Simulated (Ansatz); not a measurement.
# A series of single points on Al2O3

System: Al2O3 (R-3c, 10 atoms in the cell).
Method: Kohn-Sham DFT of a periodic cell, BLYP with D3(BJ), Ansatz PAW, no spin polarisation (Ansatz 0.2.0).

The 6 runs differ only in the geometry, by an even scaling of the cell at fixed fractional positions. The structure derives from an entry of the Crystallography Open Database.

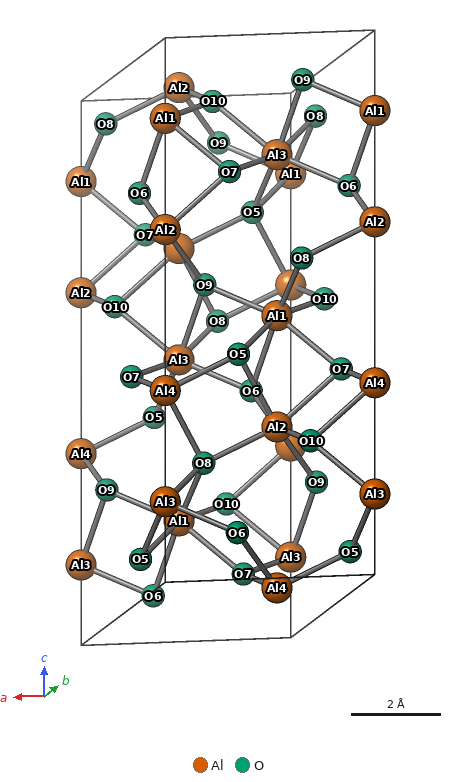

Figure 1. The structure of run 4 (ball-and-stick view of the cell 3 times as large as that of the calculation, set on its symmetry axes, seen at an oblique angle; atoms are numbered from 1 in the order of the input).

**Input of run 4**
```yaml
crystal:
  lattice:
    - [2.3960137044, 1.3833391572, 4.3605553615]
    - [-2.3960137044, 1.3833391572, 4.3605553615]
    - [0.0, -2.7666783145, 4.3605553615]
  atoms:
    - { symbol: Al, position: [0.85216, 0.85216, 0.85216] }
    - { symbol: Al, position: [0.64784, 0.64784, 0.64784] }
    - { symbol: Al, position: [0.14784, 0.14784, 0.14784] }
    - { symbol: Al, position: [0.35216, 0.35216, 0.35216] }
    - { symbol: O, position: [0.05668, 0.75, 0.44332] }
    - { symbol: O, position: [0.75, 0.44332, 0.05668] }
    - { symbol: O, position: [0.44332, 0.05668, 0.75] }
    - { symbol: O, position: [0.94332, 0.25, 0.55668] }
    - { symbol: O, position: [0.25, 0.55668, 0.94332] }
    - { symbol: O, position: [0.55668, 0.94332, 0.25] }
hamiltonian:
  xc: blyp
  pseudopotentials: { kind: paw }
  dispersion: d3bj
kpoints:
  mp_grid: { grid: [7, 7, 7] }
scf:
  occupations: { method: fermi_dirac, width: 0.05 }
output:
  forces: true
  stress: true
  eigenvalues: true
```

Command:
```bash
ansatz run input.yaml --threads 2 --pin off --max-ram 5120MiB --backend cpu --events-out ev --progress --plain --runs-dir out
```

Lattice vectors (Å) and fractional positions of run 4:
```
   2.396014    1.383339    4.360555
  -2.396014    1.383339    4.360555
   0.000000   -2.766678    4.360555
Al  0.852160  0.852160  0.852160
Al  0.647840  0.647840  0.647840
Al  0.147840  0.147840  0.147840
Al  0.352160  0.352160  0.352160
O   0.056680  0.750000  0.443320
O   0.750000  0.443320  0.056680
O   0.443320  0.056680  0.750000
O   0.943320  0.250000  0.556680
O   0.250000  0.556680  0.943320
O   0.556680  0.943320  0.250000
```

Run 3 differs from it as follows:
```diff
-    - [2.3960137044, 1.3833391572, 4.3605553615]
-    - [-2.3960137044, 1.3833391572, 4.3605553615]
-    - [0.0, -2.7666783145, 4.3605553615]
+    - [2.38025, 1.3742379782, 4.3318666667]
+    - [-2.38025, 1.3742379782, 4.3318666667]
+    - [0.0, -2.7484759565, 4.3318666667]
```

**Results, with one run withheld**

```csv
run,volume per atom (Å³),"free energy per atom, from the lowest run given (meV)",pressure (GPa),gap on the mesh (eV)
1,8.162,13.60,12.52,7.01
2,8.332,3.40,6.75,6.74
3,8.502,?,?,?
4,8.672,0.00,−3.19,6.22
5,8.842,5.68,−7.47,5.98
6,9.012,15.71,−11.34,5.74
```

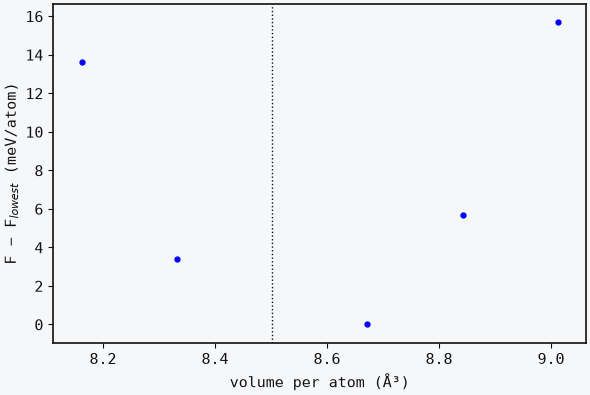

Figure 2. Free energy per atom of the runs given; the dotted line marks run 3.

What should run 3 give?

A cubic polynomial in V^(−2/3) (the Birch–Murnaghan form), fitted to the 5 runs given, misses them by at most 0.01 meV per atom. With x = V^(−2/3) − 0.23834 Å⁻², it reads F = −1.059 − 370.46 x + 2.5463e+05 x² + 55002 x³ (meV per atom). At run 3 it gives −0.94 meV per atom, and the run itself gives −0.92. The slope of the fit gives a pressure −dF/dV of 1.53 GPa there, and the run prints 1.53 GPa. The fit has its minimum at 8.555 Å³ per atom, where V d²F/dV² gives 242 GPa. Cell shape and fractional positions are held, so this is the stiffness under even scaling; the relaxed bulk modulus wasn't computed. The gap on the mesh goes, without turning, from 7.01 eV in run 1 to 5.74 eV in run 6; run 3 has 6.48 eV. These are gaps of this functional on this mesh, which can miss the band edges; they aren't the measured gap.

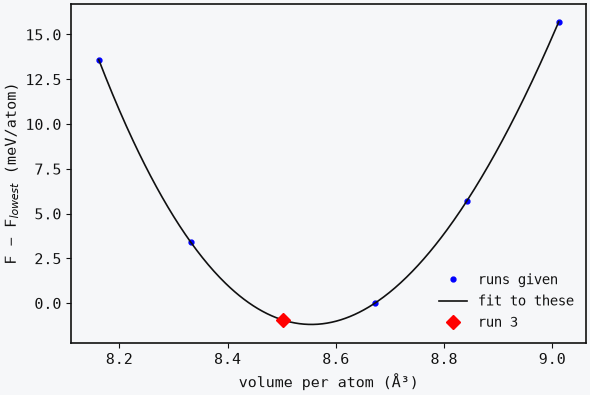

Figure 3. The fit and the withheld run.

**Output, shortened to warnings, some set-up lines, iterations and results (run 3)**
```
Basis set: ecut = 420 eV, 1653 PW (Γ), exchange–correlation on 72×72×72 points (8 copies of the dense FFT grid, shifted against one another)
Symmetry: 12 space group operations
k-points: 44 of 343
Initial density: superposition of atomic densities (neutral atoms: chi_scale 0, normalization atom), corrected by the library's trained network
[...]
SCF iter   1: F=—  HF=-5600.045102 eV  |F-HF|=—  |Δ(HF+E_count)|=         —  Δρ=2.10e-2  dr2=2.45e-1  ethr=1.77e-3  ⟨swp⟩=7.4  Hψ=7961  notcnv=0  defer=17
SCF iter   2: F=—  HF=-5599.968724 eV  |F-HF|=—  |Δ(HF+E_count)|=   7.64e-2  Δρ=2.23e-3  dr2=2.39e-3  ethr=5.11e-4  ⟨swp⟩=2.5  Hψ=2927  notcnv=0  defer=172
SCF iter   3: F=—  HF=-5599.969816 eV  |F-HF|=—  |Δ(HF+E_count)|=   1.09e-3  Δρ=1.30e-3  dr2=9.07e-4  ethr=4.98e-6  ⟨swp⟩=2.4  Hψ=2165  notcnv=0  defer=128
SCF iter   4: F=—  HF=-5599.970469 eV  |F-HF|=—  |Δ(HF+E_count)|=   6.53e-4  Δρ=2.01e-4  dr2=2.59e-5  ethr=1.89e-6  ⟨swp⟩=3.0  Hψ=2659  notcnv=0  defer=128
SCF iter   5: F=—  HF=-5599.970491 eV  |F-HF|=—  |Δ(HF+E_count)|=   2.20e-5  Δρ=1.87e-5  dr2=2.71e-7  ethr=5.40e-8  ⟨swp⟩=3.0  Hψ=2705  notcnv=0  defer=128
SCF iter   6: F=-5599.970491 eV  HF=-5599.970491 eV  |F-HF|=6.06e-10  |Δ(HF+E_count)|=   1.37e-7  Δρ=2.16e-6  dr2=3.65e-9  ethr=2.08e-10  ⟨swp⟩=10.7  Hψ=6774  notcnv=0
SCF 1 converged in 6 iterations: F = -5599.970491 eV  dr2 = 3.65e-9
SCF converged after 6 iterations
Free energy (F): -5599.970491 eV
Harris-Foulkes:  -5599.970491 eV  (|F-HF|=6.06e-10)
Internal energy: -5599.970491 eV  (E = F + TS)
E sigma→0 (E₀):  -5599.970491 eV
Fermi energy:    11.379547 eV
--- Per-component energies (eV) ---
  E_band       = 85.142508
  E_kinetic    = 1188.256865
  E_local      = -1996.136230  (includes V_loc(G=0)·N_el)
  E_nonlocal   = 330.740371
  E_hartree    = 744.177296
  E_xc         = -606.667653
  E_vxc        = -686.731947  (∫ρ·V_xc dr)
  E_paw        = -2857.622064  (= ΣΔE_a)
  E_vpaw       = -239.357251  (= ΣTr[D̂ρ^β])
  E_aug_tail   = 0.015550  (compensation charges beyond the density's cutoff)
  E_ewald      = -2397.730569
  E_disp       = -5.068853  (pairwise vdW)
  E_core_change = 0.064796  (= ΣΔE_core)
  E_smearing   = -0.000000  (= −TS)
  E_closure    = -0.000000  (closes the sum)
  Σ components = -5599.970491   (vs F -5599.970491, Δ=0.00e0)
--- Forces (eV/Å), atoms counted from 1 ---
  atom   1  Al     0.00000000    -0.00000000     0.03729844
  atom   2  Al     0.00000000     0.00000000    -0.03729844
  atom   3  Al    -0.00000000     0.00000000    -0.03729844
  atom   4  Al    -0.00000000    -0.00000000     0.03729844
  atom   5  O      0.02019166     0.03497299     0.00000000
  atom   6  O      0.02019166    -0.03497299    -0.00000000
  atom   7  O     -0.04038333     0.00000000     0.00000000
  atom   8  O     -0.02019166    -0.03497299    -0.00000000
  atom   9  O     -0.02019166     0.03497299     0.00000000
  atom  10  O      0.04038333     0.00000000     0.00000000
  max |Σ_I F_I| component: 1.39e-17 eV/Å
--- Stress (GPa, compression-positive) ---
        1.567974       0.000000       0.000000
        0.000000       1.567974       0.000000
        0.000000       0.000000       1.454610
  P = ⅓ Tr σ = 1.5302 GPa (15.302 kbar)
```

Notes: Points of doubt noted for this run: forces on files of another functional.
